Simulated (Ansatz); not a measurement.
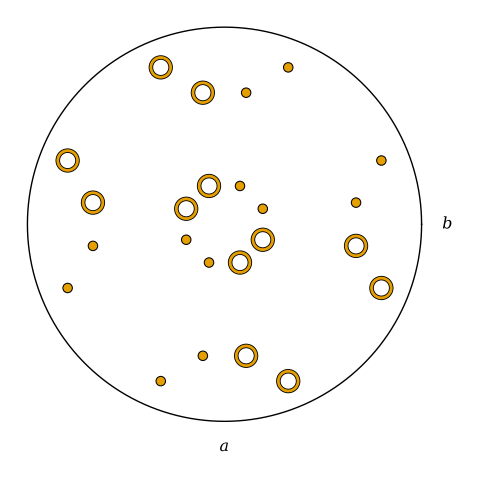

Stereographic projection: filled dots lie in the upper hemisphere, open rings in the lower. The c axis points at the viewer. The poles are all faces of one general form. Computed from the symmetry operations of a computed or model structure of composition InP.

Identify the point group and its elements.

-43m (Td), order 24, cubic system: three −4 axes, four threefold axes, six mirror planes.

Can such a crystal be piezoelectric, pyroelectric or chiral?

It is not centrosymmetric; not polar, but piezoelectricity is allowed; it is not chiral.
